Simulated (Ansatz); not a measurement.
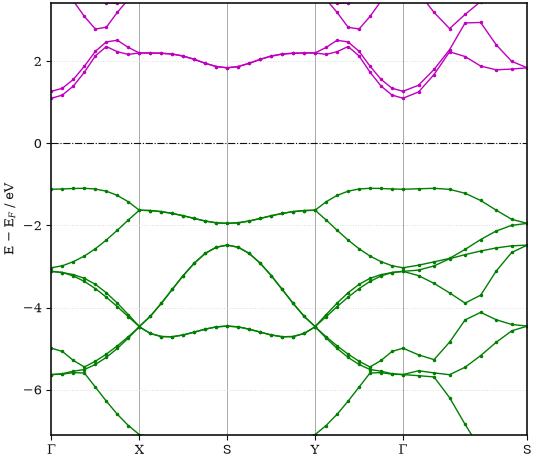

Band structure. Energies are counted from the Fermi level.

System: SnO (slab), 4 atoms in the cell, biaxial strain +0.070, atoms relaxed.

Method: DFT PBE+D3(BJ), scalar-relativistic, plane waves, PAW, no spin polarisation, 6×6×1 k mesh, 420 eV cutoff, Gaussian smearing of 0.02 eV (Ansatz 0.2.0).

> Metal, semiconductor or insulator, and what is the gap?

The material is gapped. The gap along this path is 2.19 eV, from the valence-band top between Γ and X to the conduction-band bottom at Γ; the smallest direct gap, at Γ, is only slightly larger at 2.22 eV.

> How much do the top valence band and the lowest conduction band disperse along the path?

The top valence band spans 0.9 eV and the lowest conduction band 1.3 eV.

> What are the direct gaps at Y, X and S?

The direct gaps are 3.83 eV at Y, 3.83 eV at X and 3.79 eV at S.
